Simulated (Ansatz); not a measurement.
Structure data:

```
Si O
1.0
     5.01501    0.00000    0.00000
    -2.50750    4.34312    0.00000
     0.00000    0.00000    8.53944
Si O
4 8
Direct
  0.66667 0.33333 0.93705
  0.66667 0.33333 0.56295
  0.33333 0.66667 0.06295
  0.33333 0.66667 0.43705
  0.00000 0.41206 0.00000
  0.41206 0.41206 0.50000
  0.58794 0.00000 0.50000
  0.58794 0.58794 0.00000
  0.00000 0.58794 0.50000
  0.66667 0.33333 0.75000
  0.33333 0.66667 0.25000
  0.41206 0.00000 0.00000
```

Q: Interpret the file: composition, symmetry and coordination.

A: The formula is SiO2. Its lattice is primitive hexagonal, its space group P6_322 (No. 182). It has 12 atoms to the cell (4 Si, 8 O). The neighbours of Si are four O in a tetrahedral arrangement at 1.60 to 1.61 Å. O is linked to two Si at 1.60 to 1.61 Å. The bonds build a three-dimensional framework.

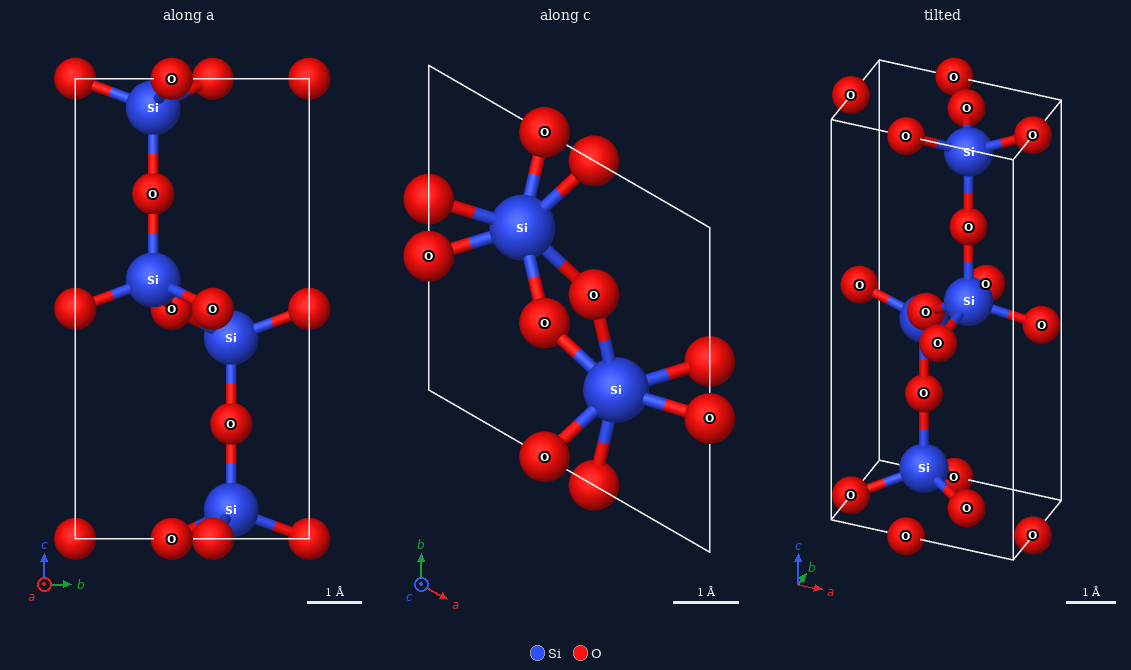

Crystal structure, ball-and-stick style, seen along the a axis, along the c axis and slightly off an axis. Lines trace the edges of the conventional unit cell.

The structure was taken from a structure listed in the Materials Project. Earlier steps of the study may have refined or changed the cell and positions. It went into a calculation with Ansatz.
